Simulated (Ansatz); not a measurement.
Hf₄Si

Input

```
crystal:
  lattice:
    - [6.1878879586, 0.0, 0.0]
    - [0.0, 6.1878879586, 0.0]
    - [0.0, 0.0, 5.4661118852]
  atoms:
    - { symbol: Hf, position: [0.6619863403, 0.1619863403, 0.7476039709] }
    - { symbol: Hf, position: [0.8380136597, 0.6619863403, 0.7476039709] }
    - { symbol: Hf, position: [0.3380136597, 0.1619863403, 0.2523960291] }
    - { symbol: Hf, position: [0.6619863403, 0.8380136597, 0.2523960291] }
    - { symbol: Hf, position: [0.1619863403, 0.3380136597, 0.7476039709] }
    - { symbol: Hf, position: [0.8380136597, 0.3380136597, 0.2523960291] }
    - { symbol: Hf, position: [0.1619863403, 0.6619863403, 0.2523960291] }
    - { symbol: Hf, position: [0.3380136597, 0.8380136597, 0.7476039709] }
    - { symbol: Si, position: [0.5, 0.5, 0.0] }
    - { symbol: Si, position: [0.0, 0.0, 0.0] }
basis:
  ecutwfc: 420
kpoints:
  mp_grid: { grid: [6, 6, 6] }
hamiltonian:
  xc: pbe
scf:
  occupations: { method: gaussian, width: 0.1 }
output:
  forces: true
  stress: true
  eigenvalues: true
  write_density: true
  write_potential: true
  elf: true
  volumetric_format: npy
relax:
  adjacent_minimum: "off"
  f_tol: 0.01
  max_steps: 30
  cell: { stress_tol: 0.1, fix: [volume] }
```

Launched as:

```sh
ansatz run input.yaml --threads 1 --pin off --max-ram 2560MiB --backend cpu --events-out ev --progress --plain --runs-dir out
```

Below, planes, directions and counts refer to the conventional cell (a = 6.18 Å, b = 6.18 Å, c = 5.47 Å, α = 90.00°, β = 90.00°, γ = 90.00°).

The fields are those of the run's last geometry, not of the input's.

Space group P4/nbm; a generated structure, not necessarily the stable one; changed on purpose from its base cell (volume × 0.97, shape and atoms relaxed); computed pressure about 4 GPa in this cell.

Method: DFT PBE, scalar-relativistic, plane waves, PAW (Ansatz 0.2.0).

Question: Predict the valence pseudo-density and electron localisation function between the atoms.

Answer: Hf–Hf (2.83 Å): the density is about 0.24 e/Å³ at the midpoint; the ELF is about 0.15 at the midpoint (no localised pair shows between them).
Hf–Hf (3.10 Å): ρ is about 0.2 e/Å³ halfway; the ELF is about 0.25 at the midpoint (no shared electron pair shows on this line).
Hf–Hf (3.18 Å): ρ at the midpoint is about 0.18 e/Å³; the ELF is about 0.20 at the midpoint (no shared electron pair shows on this line).
The ELF has a maximum of about 0.75 in the space between the atoms, 1.9 Å from four Hf atoms, on no atom or two-centre bond.

Question: Does the calculation give a band gap?

Answer: It is gapless in this calculation (a metal or semimetal).

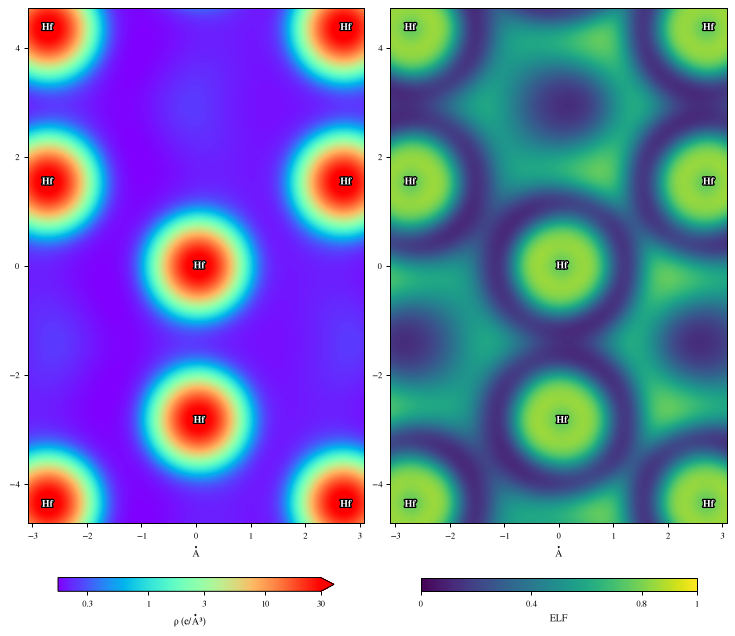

Computed valence pseudo-density and electron localisation function on the (11̄0) plane of the conventional cell, in this order. 
